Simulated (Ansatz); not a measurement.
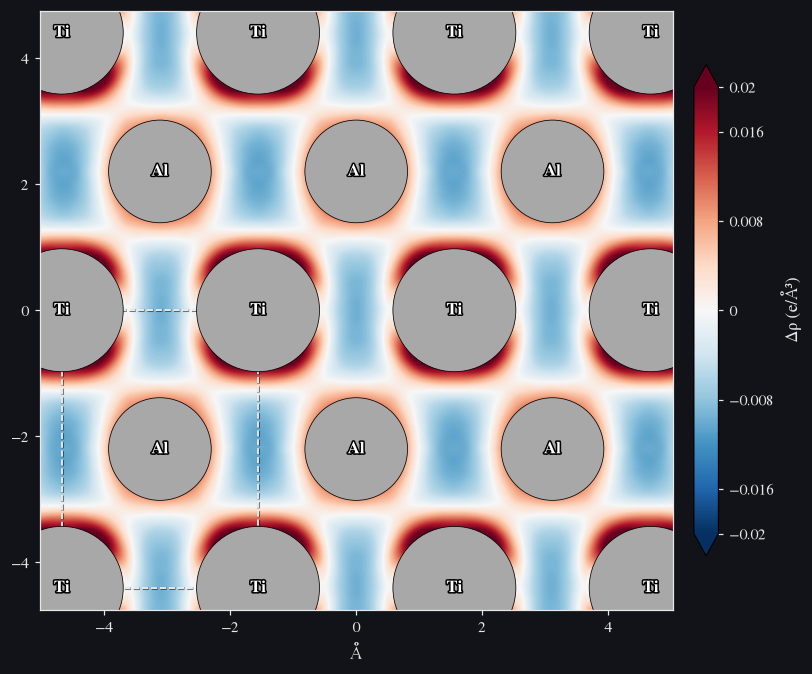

TiAl. Difference of the valence pseudo-densities of two functionals at the same geometry, on the (011̄) plane of the calculation cell: one of LDA and r2SCAN less the other.

Both computed with Ansatz (plane waves, PAW), on the same k-point mesh. Grey discs cover the atomic cores.

> Which was subtracted from which, and what does the map show?

It is LDA less r2SCAN. Against r2SCAN, LDA gives more density around Ti (+0.007 e/Å³ on average at 1.1 Å from the nucleus).
